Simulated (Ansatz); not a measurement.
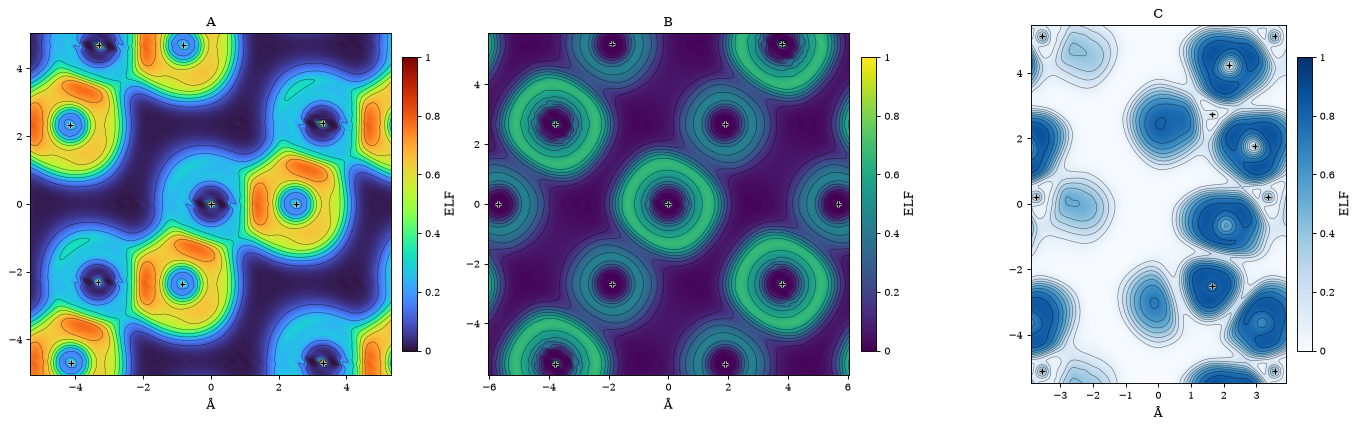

The electron localisation function of 3 systems, each on a plane through atoms (crosses mark nuclei in the plane).

The calculation used Ansatz, DFT PBE, scalar-relativistic, plane waves, PAW.

System 1: Ga₁₅As₁₆ (cell with a defect), the (011̄) plane of the calculation cell. Computed without spin polarisation.

```
Ga As
1.0
    -5.74598   -5.74598    5.74598
     5.74598    5.74598    5.74598
    -5.74598    5.74598   -5.74598
Ga As
15 16
Direct
  0.49972 0.50011 0.00827
  0.24999 0.74967 0.00802
  0.74997 0.50026 0.75013
  0.49183 0.74205 0.74162
  0.25001 0.00025 0.75012
  0.00811 0.50011 0.49982
  0.74150 0.74193 0.49185
  0.49211 0.99190 0.49220
  0.24990 0.25837 0.49971
  0.00791 0.74971 0.25010
  0.74996 0.00020 0.25003
  0.49969 0.25847 0.25004
  0.00018 0.00866 0.00023
  0.75849 0.25038 0.00031
  0.00017 0.25031 0.75856
  0.02398 0.27419 0.02406
  0.24990 0.25233 0.75093
  0.00197 0.49999 0.75089
  0.49789 0.24905 0.49793
  0.24995 0.50033 0.47641
  0.99873 0.74803 0.49806
  0.75088 0.25239 0.25013
  0.47612 0.50031 0.25007
  0.25008 0.72708 0.25023
  0.00211 0.00110 0.25007
  0.75083 0.50004 0.00216
  0.49790 0.74800 0.99885
  0.24995 0.00108 0.00221
  0.74907 0.75142 0.74908
  0.50125 0.99935 0.74926
  0.74918 0.99930 0.50132
```

System 2: TePb, the (100) plane of the calculation cell. Space group Fm-3m; a structure from a database of computed crystals, not necessarily the ambient phase.

```
Te Pb
1.0
    -6.56956    6.56956   -6.56956
    -6.56956   -6.56956    6.56956
     6.56956    6.56956    6.56956
Te Pb
16 16
Direct
  0.25000 0.25000 0.50000
  0.00000 0.50000 0.50000
  0.00000 0.25000 0.75000
  0.75000 0.75000 0.50000
  0.75000 0.50000 0.75000
  0.75000 0.25000 0.00000
  0.50000 0.00000 0.50000
  0.50000 0.75000 0.75000
  0.50000 0.50000 0.00000
  0.50000 0.25000 0.25000
  0.25000 0.00000 0.75000
  0.25000 0.75000 0.00000
  0.25000 0.50000 0.25000
  0.00000 0.00000 0.00000
  0.00000 0.75000 0.25000
  0.75000 0.00000 0.25000
  0.00000 0.00000 0.50000
  0.75000 0.25000 0.50000
  0.75000 0.00000 0.75000
  0.50000 0.50000 0.50000
  0.50000 0.25000 0.75000
  0.50000 0.00000 0.00000
  0.25000 0.75000 0.50000
  0.25000 0.50000 0.75000
  0.25000 0.25000 0.00000
  0.25000 0.00000 0.25000
  0.00000 0.75000 0.75000
  0.00000 0.50000 0.00000
  0.00000 0.25000 0.25000
  0.75000 0.75000 0.00000
  0.75000 0.50000 0.25000
  0.50000 0.75000 0.25000
```

System 3: HfSi₇O₁₆ (cell with a defect), the (011) plane of the calculation cell. 

```cif
data_structure
_symmetry_space_group_name_H-M 'P 1'
_symmetry_Int_Tables_number 1
_cell_length_a 7.1083
_cell_length_b 7.1083
_cell_length_c 7.3717
_cell_angle_alpha 90.000
_cell_angle_beta 90.000
_cell_angle_gamma 90.000
_cell_volume 372.47
loop_
_atom_site_label
_atom_site_type_symbol
_atom_site_fract_x
_atom_site_fract_y
_atom_site_fract_z
_atom_site_occupancy
Hf1 Hf 0.50000 0.50000 0.00000 1
Si1 Si 0.00000 0.50000 0.52523 1
Si2 Si 0.00000 0.00000 0.00000 1
Si3 Si 0.50000 0.00000 0.47477 1
Si4 Si 0.76961 0.25700 0.26361 1
Si5 Si 0.25700 0.23039 0.73639 1
Si6 Si 0.23039 0.74300 0.26361 1
Si7 Si 0.74300 0.76961 0.73639 1
O1 O 0.93068 0.31647 0.40986 1
O2 O 0.44394 0.28174 0.85191 1
O3 O 0.42520 0.82129 0.35576 1
O4 O 0.90926 0.84061 0.87029 1
O5 O 0.84061 0.09074 0.12971 1
O6 O 0.31647 0.06932 0.59014 1
O7 O 0.28174 0.55606 0.14809 1
O8 O 0.82129 0.57480 0.64424 1
O9 O 0.71826 0.44394 0.14809 1
O10 O 0.17871 0.42520 0.64424 1
O11 O 0.15939 0.90926 0.12971 1
O12 O 0.68353 0.93068 0.59014 1
O13 O 0.57480 0.17871 0.35576 1
O14 O 0.09074 0.15939 0.87029 1
O15 O 0.06932 0.68353 0.40986 1
O16 O 0.55606 0.71826 0.85191 1
```

**Which map belongs to which system?**

Panel A is system 1, Ga₁₅As₁₆: the plane holds Ga and As. Ga–As (2.51 Å): the ELF peaks at about 0.80 between the atoms. Panel B is system 2, TePb: the plane holds Te and Pb. Te–Pb (3.28 Å): the ELF peaks at about 0.65 in the valence shell of Te, 1.3 Å from its nucleus, and drops to about 0.25 between the two atoms. Panel C is system 3, HfSi₇O₁₆: the plane holds Hf, Si and O. Si–O (1.63 Å): the ELF peaks at about 0.85 between the atoms: a polar covalent bond.
